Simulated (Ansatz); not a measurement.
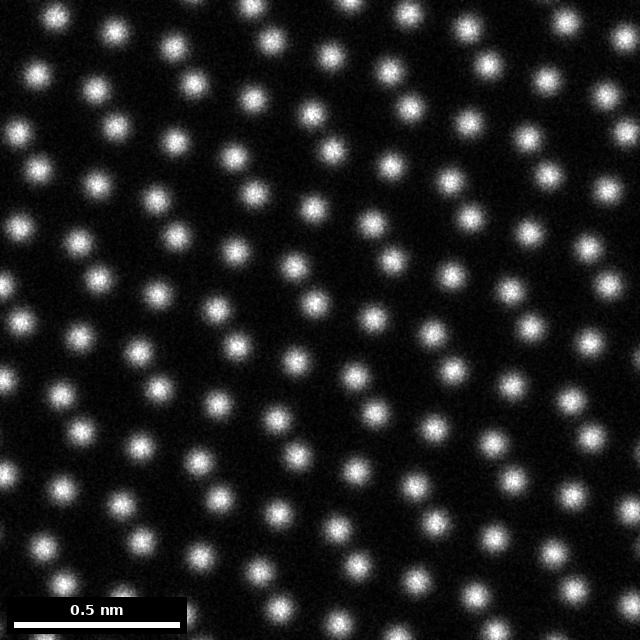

HAADF-like image of Rh (P6/mmm, No. 191). Simulation: incoherent imaging, intensity Z^1.6 per atom, probe width 0.58 Å, thin sample. The probe carries 15 % of its weight in a tail 2.5 times as wide. Shot noise was added. Model: the input geometry of a calculation; the starting structure was generated, so it need not be a known form of this composition.

```
Rh
1.0
     4.36633    0.00000    0.00000
    -2.18317    3.78135    0.00000
     0.00000    0.00000    2.68045
Rh
3
Cartesian
  0.0000 0.0000 0.0000
  0.0000 2.5209 1.3402
  2.1832 1.2605 1.3402
```

**Along which zone axis is the crystal seen: [102], [100], [210] or [211]? (Directions equivalent by symmetry count as one.)**

[100]. The projected cells are 1.69 × 3.78 Å, 90° for [102]; 2.68 × 3.78 Å, 90° for [100]; 2.18 × 2.68 Å, 90° for [210]; 2.52 × 2.52 Å, 120° for [211], and the image repeats as the [100] one does.
